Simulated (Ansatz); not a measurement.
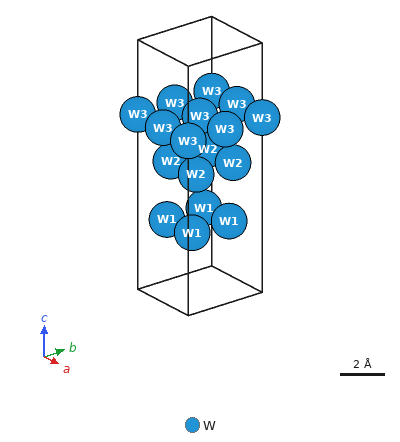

The structure (spheres-only view of the 2 × 2 repeat of the cell, with the vacuum cut short, seen slightly off an axis; atoms are numbered from 1 in the order of the input).

# Run report: W, single-point calculation

W (slab, 3 atoms in the cell), computed with DFT, PBE, plane waves, PAW, PAW set soft_1, no spin polarisation (Ansatz 0.2.0).

The structure derives from an entry of the Crystallography Open Database. Some settings of this run were made unusual or wrong on purpose. Figures and captions count atoms from 1; the log counts them from 0 in places.

Input file:
```yaml
crystal:
  lattice:
    - [2.8547213222, 0.0, 0.0]
    - [-1.4273606611, 2.4722611858, 0.0]
    - [0.0, 0.0, 18.6617403982]
  atoms:
    - { symbol: W, position: [0.6666666667, 0.3333333333, 0.3750989913] }
    - { symbol: W, position: [0.3333333333, 0.6666666667, 0.5009609372] }
    - { symbol: W, position: [0.0, 0.0, 0.6268087574] }
basis:
  ecutwfc: 420
kpoints:
  mp_grid: { grid: [12, 12, 1] }
hamiltonian:
  xc: pbe
  pseudopotentials: { kind: paw, azcp: { folder: soft_1 } }
scf:
  occupations: { method: gaussian, width: 0.1 }
  convergence: { dr2_threshold: 1.0e-14 }
  max_iter: 60
output:
  forces: true
  eigenvalues: true
efield:
  axis: 3
  dipole_correction: true
  ramp_width: 0.04
```

Command:
```bash
ansatz run input.yaml --threads 1 --pin off --max-ram 3072MiB --backend cpu --events-out ev --progress --plain --runs-dir out
```

Output:
```
Engine: ansatz 0.2.0, x86_64-unknown-linux-gnu
Pseudopotentials: kind: paw
Pseudopotential: W, paw, valence charge 14, recommended cutoff 420 eV (normal), [file]
Functional definition: PBE
  parameter kappa = 0.804
  parameter beta = 0.06672455060314922
  exchange = pbe_x(kappa = kappa, mu = beta*pi^2/3)
  correlation = pbe_c(beta = beta)
Crystal: 3 atoms, lattice volume = 131.707 Å³
Basis set: ecut = 420 eV, 2583 PW (Γ), exchange–correlation on 40×40×250 points (8 copies of the dense FFT grid, shifted against one another)
Bands: 26, of which v1, the nominal top of the filled ones, is band 21 counted from 1 (20 counted from 0)
Symmetry: 6 space group operations
Space group: P3m1 (ITA 156), of the structure as read, at distance tolerance 5.1e-5 Å
k-points: 19 of 144 (time reversal used)
Non-local potential: W, projectors of the file, l = 0: 3, l = 1: 2, l = 2: 2, l = 3: 1
PAW form: soft (Blöchl's): semilocal exchange-correlation on the pseudo side does not see the compensation charge
PAW one-centre angular grid: W, 590 points (default); XC on 64 Gauss nodes
Initial density: superposition of atomic densities (neutral atoms: chi_scale 0, normalization atom)
Initial wavefunctions: pseudopotential atomic-orbital guess
Functional: x = pbe(κ = 0.804, μ = 0.2195149727645171), c = pbe(β = 0.06672455060314922)
SCF iter   1: F=—  HF=-31155.448398 eV  |F-HF|=—  |Δ(HF+E_count)|=         —  Δρ=4.08e-2  dr2=1.31e1  ethr=3.10e-3  p=-0.000 e·Å  D=-1.02e-6 V/Å  ΔV_dip=0.00 eV  dr2_dipole=1.10e-5  V_vac-E_F(+/−)=7.16/7.16 eV  ⟨swp⟩=6.9  Hψ=2291  notcnv=0
efield: sawtooth ramp at fractional position 0.9810 (placed from the atoms, in the widest stretch of the axis that holds none; the zero of the levels goes with the place), width 0.0400; the density the first Hamiltonian is built on has a dipole p = -0.000 e·Å; the dipole correction subtracts the counter field D = -1.02e-6 V/Å, which shifts the + side's vacuum level by +0.00 eV against the − side's; the planar-averaged density in the ramp window peaks in size at 1.8e-6 e/Å³
preconditioner: auto → LDOS  [metal: Δε(μ)=0.016 eV  Ē_g=4.555 eV  σ=0.100 eV  W_gap=0.09  n_scr=12 (ndim 8)  ℏωp=13.7 eV  f_vac=0.518  D(μ)=5.35/eV (n_scr^D=46)  β→1.0]
SCF iter   2: F=—  HF=-31154.182316 eV  |F-HF|=—  |Δ(HF+E_count)|=    1.27e0  Δρ=2.55e-2  dr2=2.89e0  ethr=3.10e-3  p=-0.000 e·Å  D=-5.09e-4 V/Å  ΔV_dip=0.01 eV  dr2_dipole=9.88e-5  V_vac-E_F(+/−)=4.63/4.62 eV  ⟨swp⟩=3.7  Hψ=1305  notcnv=0  defer=6
SCF iter   3: F=—  HF=-31153.950991 eV  |F-HF|=—  |Δ(HF+E_count)|=   2.31e-1  Δρ=6.37e-3  dr2=1.20e-1  ethr=3.10e-3  p=-0.000 e·Å  D=-4.86e-4 V/Å  ΔV_dip=0.01 eV  dr2_dipole=1.49e-4  V_vac-E_F(+/−)=5.37/5.36 eV  ⟨swp⟩=3.5  Hψ=1107  notcnv=0  defer=7
SCF iter   4: F=—  HF=-31153.935456 eV  |F-HF|=—  |Δ(HF+E_count)|=   1.55e-2  Δρ=2.15e-3  dr2=8.21e-3  ethr=2.85e-4  p=0.000 e·Å  D=2.28e-4 V/Å  ΔV_dip=-0.00 eV  dr2_dipole=8.52e-6  V_vac-E_F(+/−)=5.01/5.02 eV  ⟨swp⟩=2.7  Hψ=1022  notcnv=0  defer=6
SCF iter   5: F=—  HF=-31153.934952 eV  |F-HF|=—  |Δ(HF+E_count)|=   5.04e-4  Δρ=6.65e-4  dr2=7.12e-4  ethr=1.96e-5  p=-0.000 e·Å  D=-4.37e-5 V/Å  ΔV_dip=0.00 eV  dr2_dipole=9.07e-7  V_vac-E_F(+/−)=4.95/4.95 eV  ⟨swp⟩=2.6  Hψ=806  notcnv=0  defer=6
SCF iter   6: F=—  HF=-31153.935138 eV  |F-HF|=—  |Δ(HF+E_count)|=   1.85e-4  Δρ=1.43e-4  dr2=2.55e-5  ethr=1.69e-6  p=0.000 e·Å  D=1.17e-4 V/Å  ΔV_dip=-0.00 eV  dr2_dipole=2.27e-6  V_vac-E_F(+/−)=4.93/4.93 eV  ⟨swp⟩=2.3  Hψ=716  notcnv=0  defer=6
SCF iter   7: F=—  HF=-31153.935157 eV  |F-HF|=—  |Δ(HF+E_count)|=   1.96e-5  Δρ=4.45e-5  dr2=4.08e-6  ethr=6.07e-8  p=-0.000 e·Å  D=-3.68e-5 V/Å  ΔV_dip=0.00 eV  dr2_dipole=7.29e-7  V_vac-E_F(+/−)=4.93/4.92 eV  ⟨swp⟩=2.9  Hψ=1036  notcnv=0  defer=6
SCF iter   8: F=—  HF=-31153.935165 eV  |F-HF|=—  |Δ(HF+E_count)|=   7.77e-6  Δρ=1.53e-5  dr2=6.19e-7  ethr=9.71e-9  p=0.000 e·Å  D=4.09e-5 V/Å  ΔV_dip=-0.00 eV  dr2_dipole=1.65e-7  V_vac-E_F(+/−)=4.92/4.92 eV  ⟨swp⟩=2.4  Hψ=808  notcnv=0  defer=6
SCF iter   9: F=—  HF=-31153.935165 eV  |F-HF|=—  |Δ(HF+E_count)|=   1.87e-7  Δρ=4.54e-6  dr2=2.87e-8  ethr=1.47e-9  p=0.000 e·Å  D=1.47e-5 V/Å  ΔV_dip=-0.00 eV  dr2_dipole=1.31e-9  V_vac-E_F(+/−)=4.92/4.92 eV  ⟨swp⟩=2.3  Hψ=745  notcnv=0  defer=6
SCF iter  10: F=—  HF=-31153.935165 eV  |F-HF|=—  |Δ(HF+E_count)|=   4.05e-8  Δρ=1.21e-6  dr2=4.64e-9  ethr=6.82e-11  p=0.000 e·Å  D=1.72e-5 V/Å  ΔV_dip=-0.00 eV  dr2_dipole=3.37e-12  V_vac-E_F(+/−)=4.92/4.92 eV  ⟨swp⟩=2.7  Hψ=841  notcnv=0  defer=6
SCF iter  11: F=—  HF=-31153.935165 eV  |F-HF|=—  |Δ(HF+E_count)|=  7.71e-10  Δρ=2.17e-7  dr2=1.56e-10  ethr=1.11e-11  p=0.000 e·Å  D=1.70e-5 V/Å  ΔV_dip=-0.00 eV  dr2_dipole=1.15e-12  V_vac-E_F(+/−)=4.92/4.92 eV  ⟨swp⟩=2.3  Hψ=630  notcnv=0  defer=6
SCF iter  12: F=—  HF=-31153.935165 eV  |F-HF|=—  |Δ(HF+E_count)|=  1.06e-10  Δρ=5.59e-8  dr2=3.88e-12  ethr=3.72e-13 (applied; sched 1.00e-12)  p=0.000 e·Å  D=1.71e-5 V/Å  ΔV_dip=-0.00 eV  dr2_dipole=1.56e-13  V_vac-E_F(+/−)=4.92/4.92 eV  ⟨swp⟩=2.9  Hψ=955  notcnv=0  defer=6
SCF iter  13: F=—  HF=-31153.935165 eV  |F-HF|=—  |Δ(HF+E_count)|=  3.64e-12  Δρ=1.66e-8  dr2=3.48e-13  ethr=9.25e-15 (applied; sched 1.00e-12)  p=0.000 e·Å  D=1.71e-5 V/Å  ΔV_dip=-0.00 eV  dr2_dipole=1.22e-15  V_vac-E_F(+/−)=4.92/4.92 eV  ⟨swp⟩=2.8  Hψ=970  notcnv=0  defer=6
SCF iter  14: F=—  HF=-31153.935165 eV  |F-HF|=—  |Δ(HF+E_count)|=  1.82e-11  Δρ=3.73e-9  dr2=2.11e-14  ethr=8.29e-16 (applied; sched 1.00e-12)  p=0.000 e·Å  D=1.71e-5 V/Å  ΔV_dip=-0.00 eV  dr2_dipole=3.60e-16  V_vac-E_F(+/−)=4.92/4.92 eV  ⟨swp⟩=3.2  Hψ=991  notcnv=0  defer=6
SCF iter  15: F=-31153.935165 eV  HF=-31153.935165 eV  |F-HF|=1.09e-11  |Δ(HF+E_count)|=  3.64e-12  Δρ=9.90e-10  dr2=2.55e-15  ethr=1.00e-12  p=0.000 e·Å  D=1.71e-5 V/Å  ΔV_dip=-0.00 eV  dr2_dipole=2.29e-17  V_vac-E_F(+/−)=4.92/4.92 eV  ⟨swp⟩=7.0  Hψ=1798  notcnv=0
SCF 1 converged in 15 iterations: F = -31153.935165 eV  dr2 = 2.55e-15
  greatest PAW one-centre occupation: 0.999 electrons in one spin orbital (limit 2), on the W atom at site 1 (counted from 0), in its partial waves of l = 0
```

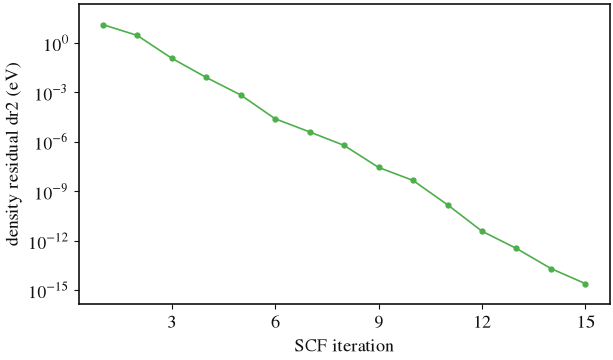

Convergence of the self-consistent field: density residual dr2 against the SCF iteration. The residual falls at every step.

```
SCF converged after 15 iterations
Free energy (F): -31153.935165 eV
Harris-Foulkes:  -31153.935165 eV  (|F-HF|=1.09e-11)
Internal energy: -31153.914644 eV  (E = F + TS)
E sigma→0 (E₀):  -31153.924905 eV
Entropy (-TS):   -0.020521 eV (-6.840 meV/atom)
Fermi energy:    4.958839 eV
Dipole field:    D = 0.000017 V/Å  (p = 0.000012 e·Å, saw-weighted, corrected)
Work function:   Φ+ = 4.9225 eV   Φ− = 4.9228 eV
Levels:          The Fermi level and band energies are counted from a zero that moves with the ramp; work functions are not
--- Per-component energies (eV) ---
  E_band       = -959.929759
  E_kinetic    = 1254.302250
  E_local      = -30150.433648  (includes V_loc(G=0)·N_el)
  E_nonlocal   = -74.888728
  E_hartree    = 14591.628678
  E_xc         = -796.740448
  E_vxc        = -685.541222  (∫ρ·V_xc dr)
  E_paw        = -25732.864648  (= ΣΔE_a)
  E_vpaw       = -486.626238  (= ΣTr[D̂ρ^β])
  E_aug_tail   = 0.000466  (compensation charges beyond the density's cutoff)
  E_efield     = 0.000000  (sawtooth field / dipole correction)
  E_vefield    = -0.000000  (∫n·V_field dr)
  E_ewald      = 9755.081435
  E_smearing   = -0.020521  (= −TS)
  E_closure    = -0.000000  (closes the sum)
  Σ components = -31153.935165   (vs F -31153.935165, Δ=0.00e0)
--- Forces (eV/Å), atoms counted from 1 ---
  atom   1  W     -0.00000000     0.00000000     0.00128464
  atom   2  W     -0.00000000    -0.00000000    -0.00233466
  atom   3  W     -0.00000000    -0.00000000     0.00105000
  max |Σ_I F_I| component: 1.46e-8 eV/Å
--- Band table (eV; the first three rows and the last of 19) ---
  k-point 0: bands = ["-68.8410", "-68.7410", "-68.7289", "-33.4581", "-33.0854", "-32.6906", "-32.6094", "-32.6094", "-32.4249", "-32.4249", "-32.4108", "-32.4108", "-3.2822", "-1.5035", "-0.6796", "3.5264", "3.8686", "4.3654", "4.3654", "4.5096", "4.7605", "4.7605", "5.0069", "5.0069", "5.4446", "7.2905"]
  k-point 1: bands = ["-68.8357", "-68.7364", "-68.7250", "-33.4402", "-33.0846", "-32.7022", "-32.6617", "-32.6251", "-32.4772", "-32.4695", "-32.4388", "-32.4230", "-3.0207", "-1.2384", "-0.4002", "3.3719", "3.8335", "4.0665", "4.4287", "4.5949", "4.6556", "4.8554", "4.9328", "5.2391", "5.2486", "7.0152"]
  k-point 2: bands = ["-68.8212", "-68.7239", "-68.7142", "-33.3911", "-33.0964", "-32.8022", "-32.7430", "-32.6676", "-32.6360", "-32.5864", "-32.4765", "-32.4563", "-2.2995", "-0.5408", "0.3382", "2.9114", "3.3095", "3.6449", "4.2576", "4.3039", "4.7172", "5.1171", "5.2250", "5.3277", "5.9522", "6.6700"]
  k-point 18: bands = ["-68.7503", "-68.6636", "-68.6634", "-33.2947", "-33.2947", "-33.2005", "-33.0274", "-33.0129", "-33.0127", "-32.8634", "-32.8632", "-32.7528", "1.6840", "1.6844", "1.6999", "2.4758", "2.4761", "3.7300", "4.1839", "4.1840", "4.1864", "4.2194", "6.4164", "6.4170", "8.0044", "8.0047"]
```

What the run reported:

- outcome: converged
- electrons treated: 42
- free energy: −31153.9352 eV
- Fermi energy: 4.959 eV
- gap on the k-point mesh: none (metallic)
- largest force (length of the vector): 0.002 eV/Å
- hardware: 1 thread of AMD EPYC 7571, 64 GiB of memory available, shared host
- wall time: 22 s
- peak memory: 0.38 GiB

This input holds a deliberate fault: an extremely tight threshold (`scf.convergence.dr2_threshold`). The threshold was met all the same, at the cost of more iterations.
